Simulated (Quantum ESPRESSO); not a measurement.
# GaN (F-43m): zone-centre phonons, part 2 of 5

Aim: the zone-centre modes of GaN (F-43m).

Quantum ESPRESSO 7.5; DFT PBE, scalar-relativistic, plane waves, PseudoDojo norm-conserving pseudopotentials.

So far. Step 2 (A first look): A gap of 1.8 eV opens on this mesh, so the crystal is taken as an insulator; the start stands at 5.2 GPa. Step 4 (Self-consistent run for the response): The cell stands at 0.038 GPa, close enough for phonons.

### Step 5. Linear response at Γ

At q = 0 one unit cell holds all displacements; symmetry groups them into irreducible representations that are solved one by one. The response to a field gives ε∞ and the Born charges, which polar modes need.

File ph.in:

```
phonons
&INPUTPH
  prefix = 'x'
  outdir = './tmp'
  fildyn = 'g.dyn'
  tr2_ph = 1.0d-18
  epsil  = .true.
/
0.000000000000 0.000000000000 0.000000000000
```

On the command line:

```
$ OMP_NUM_THREADS=1 mpirun -n 4 ph.x -nk 4 -in ph.in > ph.out
```

Log:

```text
[banners, grids, parts of the stress and lines that vanish by symmetry left out]
[banner, memory and clock lines left out]
Program PHONON v.7.5

     ./tmp/x.save/

     IMPORTANT: XC functional enforced from input :
     Exchange-correlation= PBE
                           (   1   4   3   4   0   0   0)
     Any further DFT definition will be discarded
     Please, verify this is what you really want

     G-vector sticks info

     Reading collected, re-writing distributed wavefunctions in ./tmp/

     Number and degeneracy of irreps per q-point
       N         xq(1)         xq(2)         xq(3)   N irreps
       1   0.000000000   0.000000000   0.000000000       2
        3   3

     Calculation of q =    0.0000000   0.0000000   0.0000000

     phonons

     bravais-lattice index     =            2
     lattice parameter (alat)  =       8.5971  a.u.
     unit-cell volume          =     158.8559 (a.u.)^3
     number of atoms/cell      =            2
     number of atomic types    =            2
     kinetic-energy cut-off    =      92.0000  Ry
     charge density cut-off    =     368.0000  Ry
     convergence threshold     =      1.0E-18
     beta                      =       0.7000
     number of iterations used =            4
     Exchange-correlation= PBE
                           (   1   4   3   4   0   0   0)

     celldm(1)=    8.59715  celldm(2)=    0.00000  celldm(3)=    0.00000
     celldm(4)=    0.00000  celldm(5)=    0.00000  celldm(6)=    0.00000

     crystal axes: (cart. coord. in units of alat)
               a(1) = ( -0.5000  0.0000  0.5000 )
               a(2) = (  0.0000  0.5000  0.5000 )
               a(3) = ( -0.5000  0.5000  0.0000 )

     reciprocal axes: (cart. coord. in units 2 pi/alat)
               b(1) = ( -1.0000 -1.0000  1.0000 )
               b(2) = (  1.0000  1.0000  1.0000 )
               b(3) = ( -1.0000  1.0000 -1.0000 )

     Atoms inside the unit cell:

     Cartesian axes

     site n.  atom      mass           positions (alat units)
        1  Ga     69.7230   tau(    1) = (    0.00000    0.00000    0.00000  )
        2  N      14.0070   tau(    2) = (   -0.75000    0.75000    0.75000  )

     Computing dynamical matrix for
                    q = (   0.0000000   0.0000000   0.0000000 )

     25 Sym.Ops. (with q -> -q+G )

     G cutoff =  688.9648  (  18907 G-vectors)     FFT grid: ( 40, 40, 40)
     number of k points=    72
                       cart. coord. in units 2pi/alat
        k(    1) = (   0.0000000   0.0000000   0.0000000), wk =   0.0011574
        k(    2) = (  -0.0833333   0.0833333  -0.0833333), wk =   0.0092593
        k(    3) = (  -0.1666667   0.1666667  -0.1666667), wk =   0.0092593
        [... further k-points left out ...]

     PseudoPot. # 1 for Ga read from file:
     ./pseudo/Ga.upf
     Pseudo is Norm-conserving + core correction, Zval = 13.0
     Using radial grid of 1902 points,  6 beta functions with:
                l(1) =   0
                l(2) =   0
                l(3) =   1
                l(4) =   1
                l(5) =   2
                l(6) =   2

     PseudoPot. # 2 for N  read from file:
     ./pseudo/N.upf
     Pseudo is Norm-conserving + core correction, Zval =  5.0
     Using radial grid of 1058 points,  4 beta functions with:
                l(1) =   0
                l(2) =   0
                l(3) =   1
                l(4) =   1

     Mode symmetry, T_d (-43m)  point group:

     Electric field:
     Dielectric constant
     Born effective charges as d Force / d E

     Atomic displacements:
     There are    2 irreducible representations

     Representation     1      3 modes -  To be done

     Representation     2      3 modes -  To be done

     Alpha used in Ewald sum =   2.8000

     Electric Fields Calculation

      iter #   1   av.it.:   8.1
      thresh= 1.000E-02 alpha_mix =  0.700 |ddv_scf|^2 =  1.723E-08

      iter #   2   av.it.:  16.7
      thresh= 1.313E-05 alpha_mix =  0.700 |ddv_scf|^2 =  1.576E-09

      iter #   3   av.it.:  16.5
      thresh= 3.970E-06 alpha_mix =  0.700 |ddv_scf|^2 =  1.677E-10

      iter #   4   av.it.:  16.3
      thresh= 1.295E-06 alpha_mix =  0.700 |ddv_scf|^2 =  5.247E-12

      iter #   5   av.it.:  15.8
      thresh= 2.291E-07 alpha_mix =  0.700 |ddv_scf|^2 =  1.229E-13

      iter #   6   av.it.:  16.0
      thresh= 3.506E-08 alpha_mix =  0.700 |ddv_scf|^2 =  7.979E-16

      iter #   7   av.it.:  16.0
      thresh= 2.825E-09 alpha_mix =  0.700 |ddv_scf|^2 =  5.685E-17

      iter #   8   av.it.:  15.7
      thresh= 7.540E-10 alpha_mix =  0.700 |ddv_scf|^2 =  7.117E-19

     End of electric fields calculation

          Dielectric constant in cartesian axis

          (       6.178035806      -0.000000000      -0.000000000 )
          (      -0.000000000       6.178035806       0.000000000 )
          (      -0.000000000       0.000000000       6.178035806 )

          Effective charges (d Force / dE) in cartesian axis without acoustic sum rule applied (asr)

           atom    1  Ga    Mean Z*:        2.69743
      Ex  (        2.69743        0.00000        0.00000 )
      Ey  (        0.00000        2.69743       -0.00000 )
      Ez  (        0.00000       -0.00000        2.69743 )
           atom    2  N     Mean Z*:       -2.69886
      Ex  (       -2.69886        0.00000        0.00000 )
      Ey  (        0.00000       -2.69886       -0.00000 )
      Ez  (        0.00000       -0.00000       -2.69886 )

          Effective charges Sum: Mean:       -0.00143
             -0.00143        0.00000        0.00000
              0.00000       -0.00143       -0.00000
              0.00000       -0.00000       -0.00143

          Effective charges (d Force / dE) in cartesian axis with asr applied:
           atom    1  Ga    Mean Z*:        2.69815
      E*x (        2.69815        0.00000        0.00000 )
      E*y (        0.00000        2.69815       -0.00000 )
      E*z (       -0.00000        0.00000        2.69815 )
           atom    2  N     Mean Z*:       -2.69815
      E*x (       -2.69815       -0.00000       -0.00000 )
      E*y (       -0.00000       -2.69815        0.00000 )
      E*z (        0.00000       -0.00000       -2.69815 )

     Representation #   1 modes #   1   2   3

     Self-consistent Calculation

      iter #   1   av.it.:   8.8
      thresh= 1.000E-02 alpha_mix =  0.700 |ddv_scf|^2 =  3.672E-07

      iter #   2   av.it.:  16.0
      thresh= 6.060E-05 alpha_mix =  0.700 |ddv_scf|^2 =  7.108E-09

      iter #   3   av.it.:  16.7
      thresh= 8.431E-06 alpha_mix =  0.700 |ddv_scf|^2 =  2.247E-10

      iter #   4   av.it.:  16.6
      thresh= 1.499E-06 alpha_mix =  0.700 |ddv_scf|^2 =  1.495E-11

      iter #   5   av.it.:  16.4
      thresh= 3.867E-07 alpha_mix =  0.700 |ddv_scf|^2 =  1.190E-13

      iter #   6   av.it.:  16.1
      thresh= 3.450E-08 alpha_mix =  0.700 |ddv_scf|^2 =  7.772E-16

[...]
End of self-consistent calculation

     Convergence has been achieved

     Representation #   2 modes #   4   5   6

     Self-consistent Calculation

[...]
iter #   3   av.it.:  16.8
      thresh= 7.955E-05 alpha_mix =  0.700 |ddv_scf|^2 =  2.857E-09

      iter #   4   av.it.:  16.8
      thresh= 5.346E-06 alpha_mix =  0.700 |ddv_scf|^2 =  2.402E-11

      iter #   5   av.it.:  16.0
      thresh= 4.901E-07 alpha_mix =  0.700 |ddv_scf|^2 =  1.205E-13

      iter #   6   av.it.:  15.9
      thresh= 3.472E-08 alpha_mix =  0.700 |ddv_scf|^2 =  4.470E-15

      iter #   7   av.it.:  16.2
      thresh= 6.685E-09 alpha_mix =  0.700 |ddv_scf|^2 =  8.927E-17

      iter #   8   av.it.:  15.2
      thresh= 9.448E-10 alpha_mix =  0.700 |ddv_scf|^2 =  5.159E-18

      iter #   9   av.it.:  16.1
      thresh= 2.271E-10 alpha_mix =  0.700 |ddv_scf|^2 =  4.306E-20

     End of self-consistent calculation

     Convergence has been achieved

     Number of q in the star =    1
     List of q in the star:
          1   0.000000000   0.000000000   0.000000000

          Dielectric constant in cartesian axis

          (       6.178035806      -0.000000000      -0.000000000 )
          (      -0.000000000       6.178035806       0.000000000 )
          (      -0.000000000       0.000000000       6.178035806 )

          Effective charges (d Force / dE) in cartesian axis without acoustic sum rule applied (asr)

           atom    1  Ga    Mean Z*:        2.69743
      Ex  (        2.69743        0.00000        0.00000 )
      Ey  (        0.00000        2.69743       -0.00000 )
      Ez  (        0.00000       -0.00000        2.69743 )
           atom    2  N     Mean Z*:       -2.69886
      Ex  (       -2.69886        0.00000        0.00000 )
      Ey  (        0.00000       -2.69886       -0.00000 )
      Ez  (        0.00000       -0.00000       -2.69886 )

          Effective charges Sum: Mean:       -0.00143
             -0.00143        0.00000        0.00000
              0.00000       -0.00143       -0.00000
              0.00000       -0.00000       -0.00143

          Effective charges (d Force / dE) in cartesian axis with asr applied:
           atom    1  Ga    Mean Z*:        2.69815
      E*x (        2.69815        0.00000        0.00000 )
      E*y (        0.00000        2.69815       -0.00000 )
      E*z (       -0.00000        0.00000        2.69815 )
           atom    2  N     Mean Z*:       -2.69815
      E*x (       -2.69815       -0.00000       -0.00000 )
      E*y (       -0.00000       -2.69815        0.00000 )
      E*z (        0.00000       -0.00000       -2.69815 )

     Diagonalizing the dynamical matrix

     q = (    0.000000000   0.000000000   0.000000000 )

 **************************************************************************
     freq (    1) =      -0.057926 [THz] =      -1.932196 [cm-1]
     freq (    2) =      -0.057926 [THz] =      -1.932196 [cm-1]
     freq (    3) =      -0.057926 [THz] =      -1.932196 [cm-1]
     freq (    4) =      15.520309 [THz] =     517.701788 [cm-1]
     freq (    5) =      15.520309 [THz] =     517.701788 [cm-1]
     freq (    6) =      15.520309 [THz] =     517.701788 [cm-1]
 **************************************************************************

     Mode symmetry, T_d (-43m)  point group:

     freq (   1-   3) =         -1.9  [cm-1]   --> T_2  G_15 P_4   I+R
     freq (   4-   6) =        517.7  [cm-1]   --> T_2  G_15 P_4   I+R
```

Run time: 3.5 min. Hardware: 4 MPI ranks of Arm Neoverse V2, shared host; 14 min of CPU time.

Read from the output:

| Property | Result |
| --- | --- |
| miss of the charge sum rule | 0.001430 e |
| largest acoustic frequency at the zone centre before the sum rule | -1.93 cm⁻¹ |
| highest optical zone-centre mode (no LO-TO term) | 517.7 cm⁻¹ |
| lowest optical zone-centre mode | 517.7 cm⁻¹ |
| mean high-frequency dielectric constant | 6.178 |
| largest Born charge in size (third of the trace) | 2.699 e |

Born charge (rows field, columns displacement), before the sum rule (e), principal values of the symmetric part by kind of site:

| atom | atoms with these values | low | middle | high | mean |
| --- | --- | --- | --- | --- | --- |
| Ga1 | 1 | 2.70 | 2.70 | 2.70 | 2.70 |
| N2 | 1 | -2.70 | -2.70 | -2.70 | -2.70 |

In full for Ga1:

```
2.70 0.00 0.00
0.00 2.70 0.00
0.00 0.00 2.70
```

High-frequency dielectric tensor:

```
6.18 0.00 0.00
0.00 6.18 0.00
0.00 0.00 6.18
```

The acoustic modes at Γ come out as far as 1.9 cm⁻¹ from zero, where they should vanish, a small numerical error; the Born charges miss their sum rule by 0.0014 e, which is good.

### Step 6. Zone-centre analysis

A rigid shift of the crystal must cost nothing, but grids and finite bases break this; the acoustic sum rule is imposed before the matrix is diagonalised again. With Born charges the intensities follow, and the static dielectric tensor.

File dynmat.in:

```
&INPUT
  fildyn = 'g.dyn'
  asr    = 'simple'
  fileig = 'dynmat.eig'
  lperm  = .true.
/
```

On the command line:

```
$ dynmat.x -in dynmat.in > dynmat.out
```

Log:

```text
[banner, memory and clock lines left out]
Program DYNMAT v.7.5

     Reading Dynamical Matrix from file g.dyn
     ...Force constants read
     ...epsilon and Z* read
     A direction for q was not specified:TO-LO splitting will be absent

     Polarizability (A^3 units)
     multiply by 0.366836 for Clausius-Mossotti correction
         9.699782   -0.000000   -0.000000
        -0.000000    9.699782    0.000000
        -0.000000    0.000000    9.699782

     IR activities are in (D/A)^2/amu units

# mode   [cm-1]    [THz]      IR
    1     -0.00   -0.0000    0.0000
    2     -0.00   -0.0000    0.0000
    3      0.00    0.0000    0.0000
    4    517.70   15.5203   14.3999
    5    517.70   15.5203   14.3999
    6    517.70   15.5203   14.3999

Electronic dielectric permittivity tensor (relative, adimensional)
         6.178036   -0.000000   -0.000000
        -0.000000    6.178036    0.000000
        -0.000000    0.000000    6.178036

 ... with zone-center polar mode contributions
        11.046005   -0.000000   -0.000000
        -0.000000   11.046005   -0.000000
        -0.000000   -0.000000   11.046005
```

Wall time 0.45 s (1 thread).

Numbers from this step:

```
mean static dielectric constant : 11.05
```

Unit eigenvectors of the mass-weighted matrix after the sum rule; no LO-TO term. The modes at Γ (shares of kinetic energy by element, %):

| mode | frequency (cm⁻¹) | symmetry | Ga % | N % |
| --- | --- | --- | --- | --- |
| 1 | 0.0 | acoustic | 83 | 17 |
| 2 | 0.0 | acoustic | 83 | 17 |
| 3 | 0.0 | acoustic | 83 | 17 |
| 4 | 517.7 | T2 | 17 | 83 |
| 5 | 517.7 | T2 | 17 | 83 |
| 6 | 517.7 | T2 | 17 | 83 |

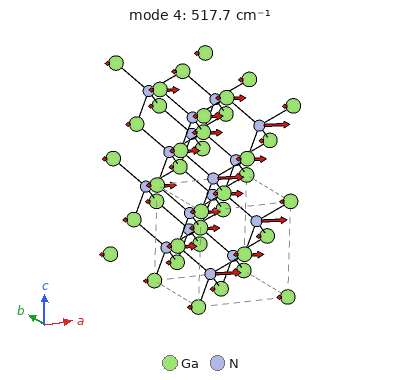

Displacement patterns of mode 4 at Γ; arrows are exaggerated. Bonds to atoms that aren't drawn are left out. 1×2×2 conventional cells are drawn. Some periodic images of atoms are drawn too.

Degenerate modes summed, no LO-TO term. Infrared lines, with heights relative to the strongest:

| position (cm⁻¹) | lines merged | label | IR intensity, relative |
| --- | --- | --- | --- |
| 518 | 3 | T2 | 100 |

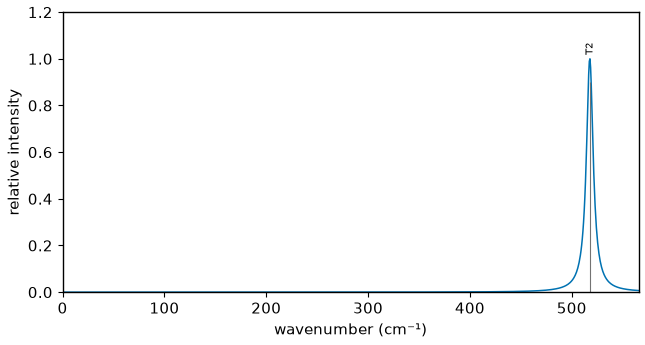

The infrared spectrum, broadened with Lorentzians of width 8 cm⁻¹; bars mark the lines.

Static dielectric tensor (ions relaxed, fixed cell):

```
11.05  0.00  0.00
 0.00 11.05  0.00
 0.00  0.00 11.05
```

The rule moves no optical mode by more than 0.1 cm⁻¹.

(Part 2 of 5 ends here.)

[Host names and launcher messages were left out of these logs when they were recorded.]

[Logs are printed without paths, hosts, clocks, repeated set-up lines and the standing remarks that a program may print on its own settings, such as how far it seeks lower states.]

[Hosts, paths, dates, database ids (printed as entryN), source tags and the programs' standing remarks are cut or masked in the printed files.]
